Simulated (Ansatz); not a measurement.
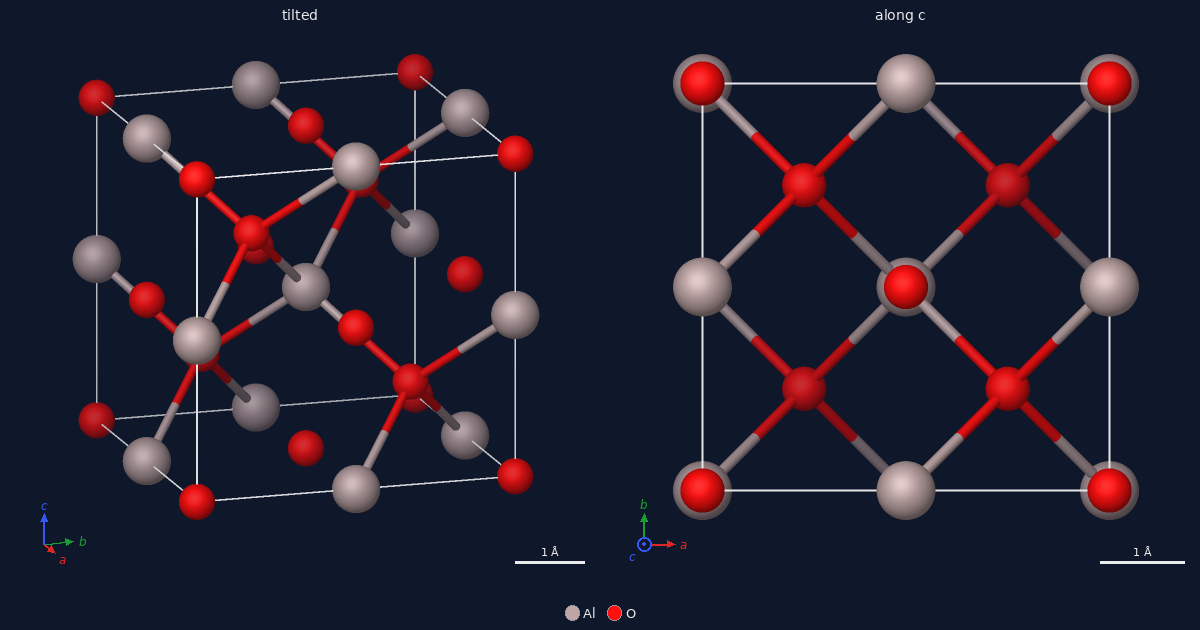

This ball-and-stick model is shown slightly off an axis and along the c axis. Thin lines show the conventional unit cell, with boundary atoms drawn in all their periodic places. Cell: a = 4.89 Å, b = 4.89 Å, c = 4.89 Å, α = 90.00°, β = 90.00°, γ = 90.00°.

Provenance: a random cell made by a generator, so it need not be a real form of the compound. Earlier steps of the study may have refined or changed the cell and positions. It was run through Ansatz as a DFT input.

Q: Describe the arrangement of the atoms.

A: The compound is AlO2. Symmetry: F-43m (No. 216), face-centred cubic lattice. Cell content: 4 Al, 8 O, that is 4 formula units. The coordination, counted out to bonding distance, is Al 4 and O 0 to 4 (mean 2.0).

Calculation details: DFT PBE, scalar-relativistic, plane waves, PAW (Ansatz); 420 eV cutoff, k-points about 0.14 Å⁻¹ apart, Gaussian smearing of 0.1 eV, collinear spins.

Q: Which atoms carry magnetic moments in this run, and how do they order?

A: The state reached is ferromagnetic. Sizes: O 0.4 to 0.6 μB; net moment 1.0 μB in the run's cell of 3 atoms.

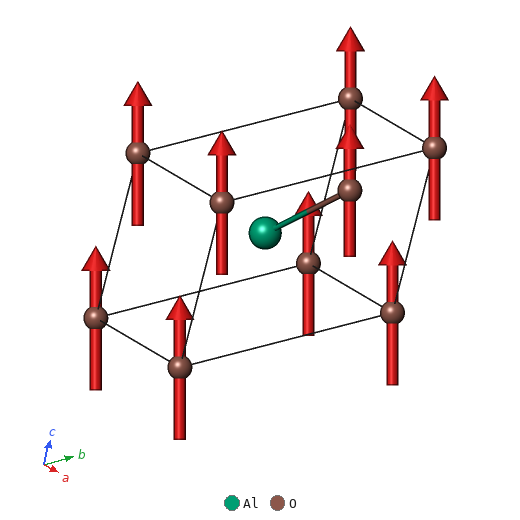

Site moments above 0.25 μB as arrows, small induced ones on non-metal atoms left out (red along the largest or up, blue against, purple across). The run's cell of 3 atoms is drawn, so axes and origin can differ from the first picture.

Q: Predict the gap.

A: A metal: bands cross the Fermi level.

Q: State the Bader charges by element.

A: Al +2.41 e; O -1.36 to -1.05 e.

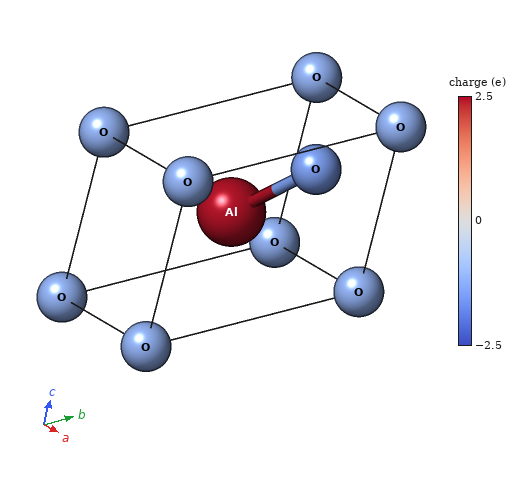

The atoms coloured by those charges. The run's cell of 3 atoms is drawn, so axes and origin can differ from the first picture.

Q: Are forces and stress small enough to call this relaxed?

A: Yes. All forces vanish to within 0.01 eV/Å. The pressure is 0.0 GPa, close to zero.
